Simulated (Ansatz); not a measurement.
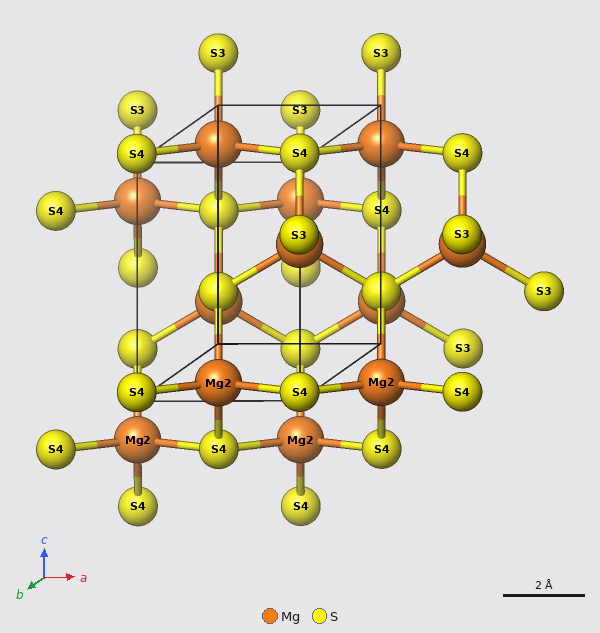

The starting point is crystalline MgS (built on the database structure type) at its r2SCAN-relaxed geometry. The picture is a ball-and-stick view of the cell of the calculation, repeated 2 × 2 × 1 with one cell outlined, seen from a free direction.

Theory: DFT, r2SCAN, plane waves, PAW (Ansatz). (plane-wave cutoff 500 eV; k-point mesh 12 × 12 × 4; occupations fixed; no spin polarisation)

Now this is done to it. All lengths are scaled by −5.1 % (volume −14.4 %). The atoms were relaxed with r2SCAN under that strain, and this is a single point on that geometry.

> What is the effect?

Energy change: +114 meV per atom. The pressure goes from 0.0 to 12.7 GPa. The principal stresses (compression positive) are 12.2 GPa along c and 13.0 GPa across it. The forces stay under 0.01 eV/Å. Some distances before and after: Mg–S 2.452 → 2.325 to 2.338 Å. The space group stays P6_3mc (No. 186).

The changed structure in the same view:

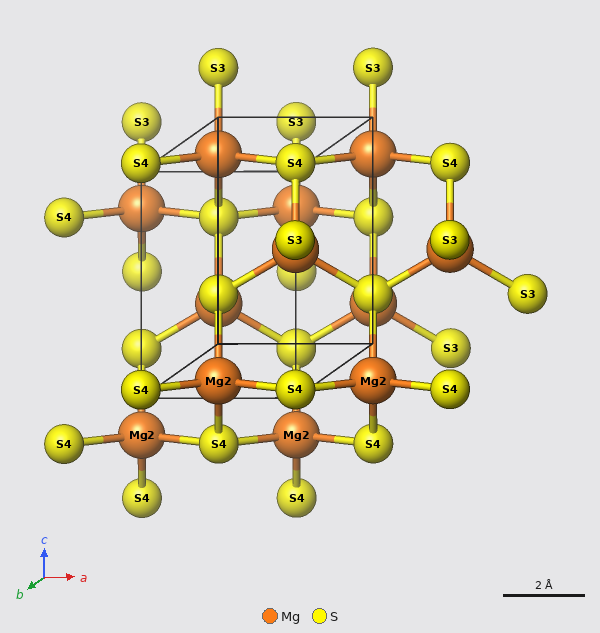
